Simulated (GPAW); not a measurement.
BN (P6_3/mmc): refractive index against wavelength

The refractive index of BN (P6_3/mmc) along x below the direct gap (4.50 eV on the mesh) is read from one computed spectrum, n = √(Re ε). x, y and z are the Cartesian axes of the input cell.

It takes space group P6_3/mmc (No. 194, hexagonal). The conventional cell has a = 2.498 Å, b = 2.498 Å, c = 6.636 Å, α = 90.00°, β = 90.00°, γ = 120.00°. N on site d is surrounded by 3 B at 1.44 Å. Around B on site c lie 3 N at 1.44 Å.

Method: GPAW 26.7.0, LDA, RPA, k-mesh 15×15×5, local fields up to 50 eV, Lorentzian half width 0.15 eV.

Launch of the response step: `OMP_NUM_THREADS=1 python df.py`. The run took 57 s, its band step included, on 1 thread of Arm Neoverse V2, on a shared host.

| wavelength (nm) | photon energy E (eV) | n |
| --- | --- | --- |
| 1064 | 1.165 | 2.2097 |
| 850 | 1.459 | 2.2249 |
| 700 | 1.771 | 2.2460 |
| 633 | 1.959 | 2.2613 |
| 532 | 2.331 | 2.2991 |
| 450 | 2.755 | 2.3575 |
| 405 | 3.061 | ? |

In the single-oscillator model n² − 1 = E₀E_d/(E₀² − E²), so 1/(n² − 1) = E₀/E_d − E²/(E₀E_d) is linear in E².

Working, on the rows shown:

| x = E² (eV²) | y = 1/(n² − 1) |
| --- | --- |
| 1.35784 | 0.257548 |
| 2.12762 | 0.253153 |
| 3.13716 | 0.247248 |
| 3.83641 | 0.243103 |
| 5.43137 | 0.233325 |
| 7.59115 | 0.219404 |

Means: x̄ = 3.9136, ȳ = 0.2423. Σ(x − x̄)(y − ȳ) = -0.1601, Σ(x − x̄)² = 26.16. Slope = -0.1601 / 26.16 = -0.00612; intercept = ȳ − slope · x̄ = 0.26625. Turned back into n, the line misses the rows shown by at most 0.0017.

Problem. Predict the last column of the withheld row from the fit.

Solution. At x = 9.3718 the line gives y = 0.20889, that is 2.4056. The run gave 2.4137, so the extrapolation is off by 0.0081, 4 % of the range in the table.

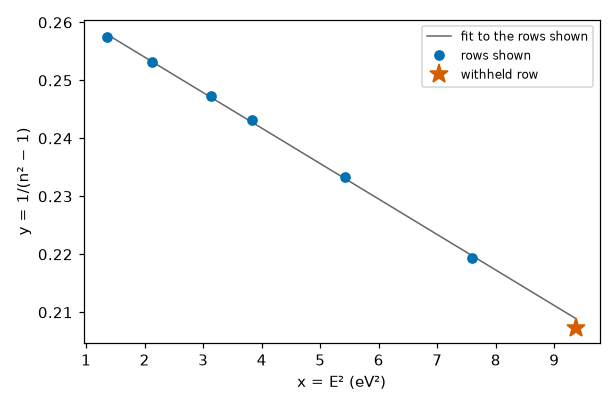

Refitted with all rows, the slope is -0.006272 and the intercept 0.26672. These give E₀ = √(intercept/−slope) = 6.52 eV and E_d = E₀/intercept = 24.4 eV; E₀ is 1.4 times the direct gap. The electronic limit at long wavelengths, without lattice vibrations, is n = √(1 + 1/intercept) = 2.179. The cell comes from an older database entry, whose edges can be off by a per cent or so. Excitons are left out; LDA gaps are as a rule too small. The values come from a sum over the points of one k-mesh and carry its error, which grows as the direct gap shrinks.
